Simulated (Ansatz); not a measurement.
## Electronic structure of SiGe5 in real space

```
Si Ge
1.0
     3.98435    0.00000    0.00000
    -1.99218    3.45055    0.00000
     0.00000    0.00000    9.72984
Si Ge
1 5
Direct
  0.00000 0.00000 0.99991
  0.66667 0.33333 0.66810
  0.33333 0.66667 0.33155
  0.66667 0.33333 0.92078
  0.33333 0.66667 0.58333
  0.00000 0.00000 0.24633
```

Space group P3m1; started from the ordered alloy on diamond lattice prototype, which need not be the ambient phase.

All numbers below come from Ansatz 0.2.0, DFT, PBE0, plane waves, PAW.

Core electrons are frozen (PAW), and the valence fields are smoothed inside the atomic spheres.

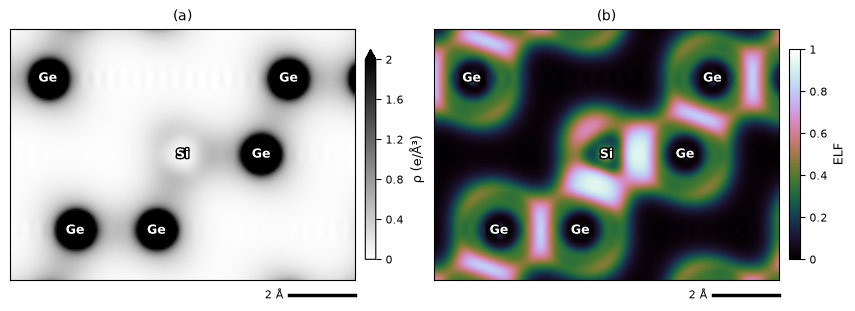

Figure 1. (a) valence charge density (pseudo); (b) electron localisation function on the (110) plane of the conventional cell.

**Read the bonding off the picture.**

- The plane passes through Si and Ge nuclei.
- Si–Ge (2.40 Å): ρ at the midpoint is about 0.55 e/Å³; the ELF peaks at about 0.95 between the atoms; a shared electron pair.
- Ge–Ge (2.46 Å): the density is about 0.53 e/Å³ at the midpoint; the ELF peaks at about 0.80 between the atoms: a shared electron pair.
- The density dies away to nearly zero in the voids.

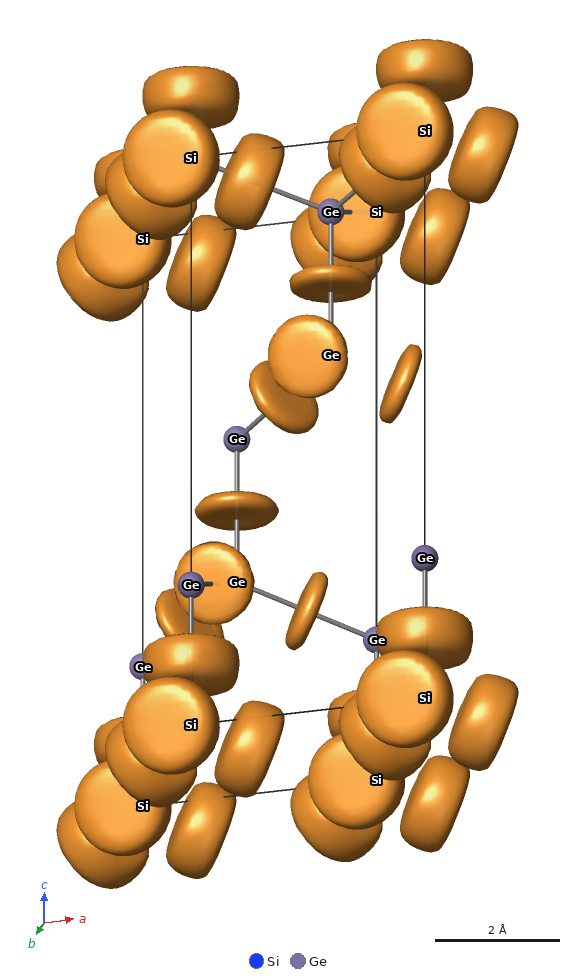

Figure 2. Isosurface of the electron localisation function at 0.7 (orange), seen at an oblique angle. Only the valence region is drawn (cores and ρ < 0.01 e/Å³ removed). Sticks mark near contacts.

**Describe the localisation domains.**

At this value the surface marks out eight regions between bonded Ge–Ge atoms (shared pairs) and four regions between bonded Ge–Si atoms (shared pairs), counted in one cell of 6 atoms. Regions shared between cells count once.


 Ge–Ge (2.44 Å): the ELF peaks at about 0.80 between the atoms, as expected for a shared electron pair.

**Does the calculation make it a metal, or give it a gap?**

It is gapped, with a Kohn–Sham gap of 1.6 eV on the k-point mesh (the band edges may lie off the mesh, which would make the gap smaller).
